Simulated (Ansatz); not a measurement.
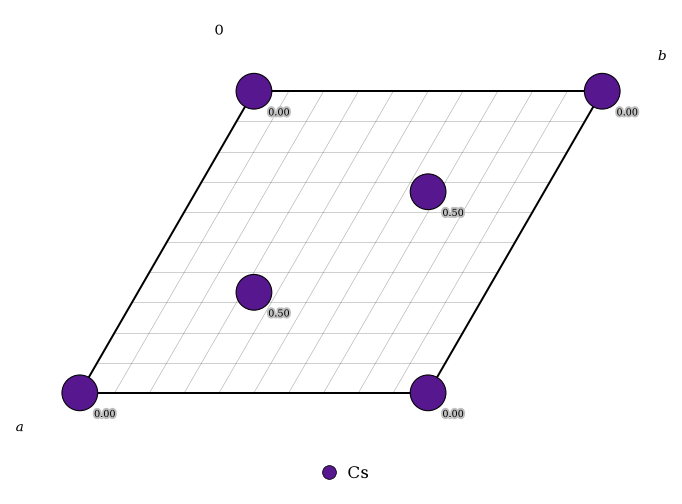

Plan of a unit cell projected along c (a down the page, b across); the numbers are heights as fractions of c, and atoms on the cell's edges are repeated. The grid marks tenths of a and b. Source: the end point of a relaxation with DFT r2SCAN, scalar-relativistic, plane waves, PAW in Ansatz; the starting structure was generated, so it need not be a known form of this composition. Geometry calculated from the standardised cell; symmetry tolerance 0.002 Å.

a = 8.939 Å, b = 8.939 Å, c = 5.343 Å, α = 90.00°, β = 90.00°, γ = 120.00°.

What does the cell contain?

Answer. 3 Cs: Cs, Z = 3.

Which space group?

Answer. P6/mmm (No. 191), primitive hexagonal.

Give the independent sites, coordinates to two places.

Answer.
```json
{"atom": "Cs", "site": "1a", "symmetry": "6/mmm", "x": "0.00", "y": "0.00", "z": "0.00"}
{"atom": "Cs", "site": "2d", "symmetry": "-6m2", "x": "0.33", "y": "0.67", "z": "0.50"}
```
